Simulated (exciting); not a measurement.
## Energy of Ti along an even scaling of the cell

System: Ti (P6₃/mmc, 2 atoms in the cell).
Method: Kohn-Sham DFT of a periodic cell, PBE, all-electron LAPW+lo, shipped species files, no spin polarisation (exciting sodium).

The 7 runs differ only in the geometry, by an even scaling of the cell at fixed fractional positions. The structure derives from an entry of the Crystallography Open Database.

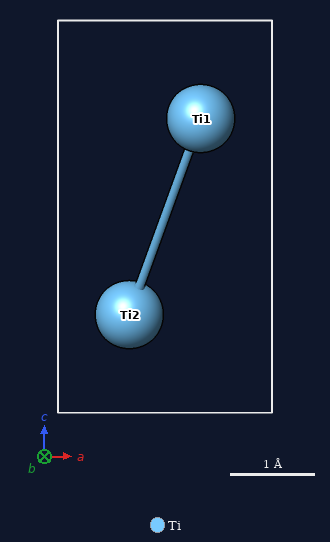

Figure 1. The structure of run 4 (ball-and-stick view of the cell of the calculation, along the b axis; atoms are numbered from 1 in the order of the input).

### Input of run 4
```
<input>
  <title>Ti</title>
  <structure speciespath="./" tshift="false">
    <crystal scale="1">
      <basevect>5.574692067646 0.000000000000 0.000000000000</basevect>
      <basevect>-2.787346033823 4.827824948925 0.000000000000</basevect>
      <basevect>0.000000000000 0.000000000000 8.843918263249</basevect>
    </crystal>
    <species speciesfile="Ti.xml" rmt="2">
      <atom coord="0.666666666700 0.333333333300 0.750000000000"/>
      <atom coord="0.333333333300 0.666666666700 0.250000000000"/>
    </species>
  </structure>
  <groundstate do="fromscratch" ngridk="10 10 6" rgkmax="9" gmaxvr="14" lmaxapw="10" lmaxmat="10" lmaxvr="8" xctype="GGA_PBE" stype="Fermi Dirac" swidth="0.00183747" nempty="18" ValenceRelativity="iora*" epsengy="1e-05" epspot="1e-05" maxscl="60" tforce="true" outputlevel="normal"/>
</input>
```

Command:
```bash
OMP_NUM_THREADS=1 exciting_smp
```

Lattice vectors (Å) and fractional positions of run 4:
```
   2.950000    0.000000    0.000000
  -1.475000    2.554775    0.000000
   0.000000    0.000000    4.680000
Ti  0.666667  0.333333  0.750000
Ti  0.333333  0.666667  0.250000
```

Run 6 has the same physical settings and fractional positions; its lattice vectors (Å) are:
```
   2.988820    0.000000    0.000000
  -1.494410    2.588394    0.000000
   0.000000    0.000000    4.741586
```

### Results, with one run withheld

| run | volume per atom (Å³) | free energy per atom, from the lowest run given (meV) |
| --- | --- | --- |
| 1 | 16.577 | 14.43 |
| 2 | 16.930 | 4.37 |
| 3 | 17.283 | 0.00 |
| 4 | 17.636 | 0.82 |
| 5 | 17.988 | 6.25 |
| 6 | 18.341 | ? |
| 7 | 18.694 | 29.57 |

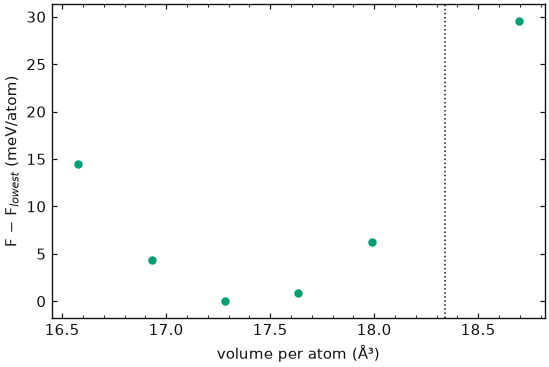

Figure 2. Free energy per atom of the runs given; the dotted line marks run 6.

Estimate the energy of run 6 from the others.

A cubic polynomial in V^(−2/3) (the Birch–Murnaghan form), fitted to the 6 runs given, misses them by at most 0.02 meV per atom. With x = V^(−2/3) − 0.14838 Å⁻², it reads F = −0.099315 − 661.45 x + 6.1613e+05 x² − 4.4704e+05 x³ (meV per atom). At run 6 it gives 15.98 meV per atom, and the run itself gives 15.95. The fit has its minimum at 17.401 Å³ per atom, where V d²F/dV² gives 112 GPa. Cell shape and fractional positions are held, so this is the stiffness under even scaling; the relaxed bulk modulus wasn't computed.

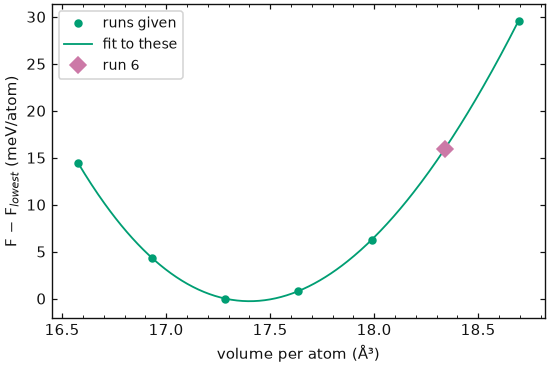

Figure 3. The fit and the withheld run.

### Some lines of the output (run 6)
```
[...]
 Absolute change in total energy   (target) :  0.323424E-04  ( 0.100000E-04)
 Total energy                               :     -1707.63469470
 Fermi energy                               :         0.32143801
 DOS at Fermi energy (states/Ha/cell)       :        66.22279549
 Absolute change in total energy   (target) :  0.327369E-04  ( 0.100000E-04)
 Total energy                               :     -1707.63469212
 DOS at Fermi energy (states/Ha/cell)       :        66.22279502
 Absolute change in total energy   (target) :  0.258297E-05  ( 0.100000E-04)
 Total energy                               :     -1707.63469326
 DOS at Fermi energy (states/Ha/cell)       :        66.22279520
 Absolute change in total energy   (target) :  0.114209E-05  ( 0.100000E-04)
 Total energy                               :     -1707.63469395
 Fermi energy                               :         0.32143800
 DOS at Fermi energy (states/Ha/cell)       :        66.22279495
```
